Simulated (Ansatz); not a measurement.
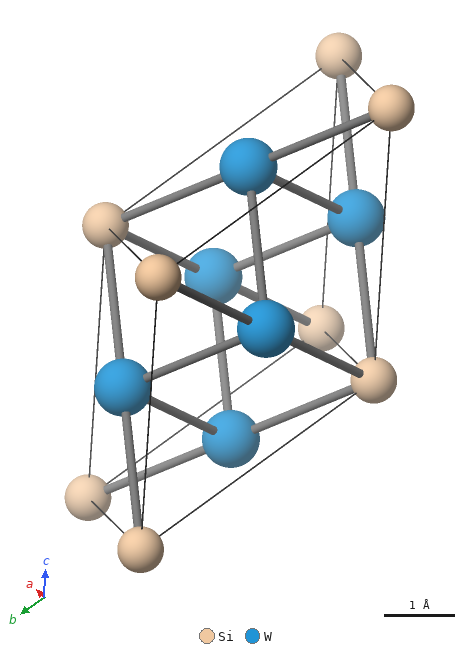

Shown here is a ball-and-stick view of the crystal, taken from a general direction. The parallelepiped is the simulation cell.

Input deck:
```yaml
crystal:
  lattice:
    - [-2.6037661908, 2.6037661908, 2.6037661908]
    - [2.6037661908, -2.6037661908, 2.6037661908]
    - [2.6037661908, 2.6037661908, -2.6037661908]
  atoms:
    - { symbol: Si, position: [0.0, 0.0, 0.0] }
    - { symbol: W, position: [0.5, 0.5, 0.0] }
    - { symbol: W, position: [0.5, 0.0, 0.5] }
    - { symbol: W, position: [0.0, 0.5, 0.5] }
basis:
  ecutwfc: 420
kpoints:
  mp_grid: { grid: [14, 14, 14] }
hamiltonian:
  xc: pbe
scf:
  occupations: { method: gaussian, width: 0.15 }
output:
  forces: true
  stress: true
  eigenvalues: true
  write_density: true
  write_potential: true
  elf: true
  volumetric_format: npy
```
Run as:
```sh
ansatz run input.yaml --threads 2 --pin off --max-ram 5120MiB --backend cpu --events-out ev --progress --plain --runs-dir out
```

Computational set-up: DFT PBE, scalar-relativistic, plane waves, PAW (Ansatz 0.2.0), plane waves up to 420 eV, k-point mesh 14×14×14, Gaussian smearing of 0.15 eV, no spin polarisation.

**Metal or not?**

A metal: bands cross the Fermi level.

**How far is the cell from zero pressure?**

The computed pressure is 0.0 GPa, close to zero.

The cell started as a structure listed in the Materials Project. Earlier steps of the study, as a rule a relaxation of our own, may have changed the cell and positions, so they can lie some per cent off the listed ones. It went into a calculation with Ansatz.
